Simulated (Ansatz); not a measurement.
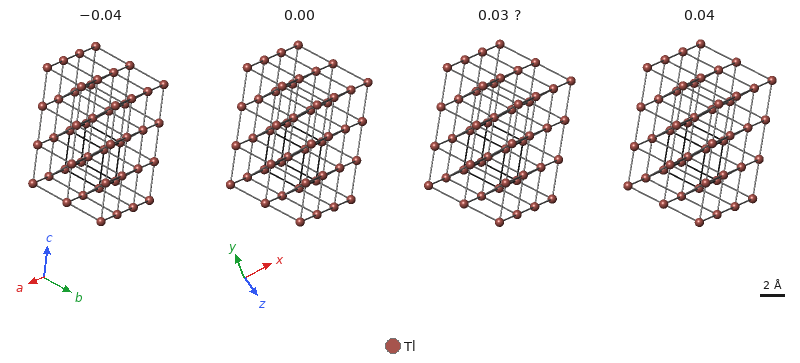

Energy scan for solid Tl (Im-3m), in which the cell is strained along x alone, with the atoms kept at their fractional coordinates. x, y and z are the Cartesian axes of the input. A ball-and-stick model of the cell of the calculation, repeated 3 × 2 × 3 with one cell outlined, seen slightly off an axis.

All numbers below come from Ansatz 0.2.0, DFT r2SCAN, scalar-relativistic, plane waves, PAW. (plane-wave cutoff 500 eV; k-point mesh 18 × 18 × 18; occupations gaussian; smearing width 0.15 eV; no spin polarisation). Energies (free energies at the smearing named) are counted from the cell as listed in its source, which wasn't relaxed.

| strain | energy change (meV/atom) |
| --- | --- |
| −0.040 | 13.3 |
| −0.030 | 8.6 |
| −0.020 | 4.9 |
| −0.010 | 2.0 |
| 0.000 | 0.0 |
| 0.010 | −1.2 |
| 0.020 | −1.7 |
| 0.030 | ? |
| 0.035 | −1.0 |
| 0.040 | −0.5 |

### One row is withheld. What is its energy?

A straight line between the two neighbours gives −1.2 meV/atom. A cubic through the four nearest rows (0.010, 0.020, 0.035, 0.040) gives, with Lagrange weights, (−0.0667)(−1.2) + (0.3333)(−1.7) + (1.0667)(−1.0) + (−0.3333)(−0.5) = −1.4 meV/atom. The calculation gives −1.4 meV/atom, so the cubic is right to the digits shown and the straight line 0.2 meV/atom too high.

The whole profile:

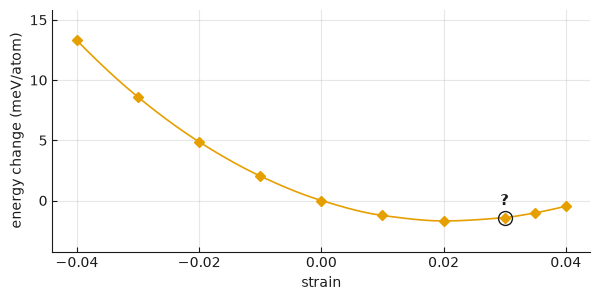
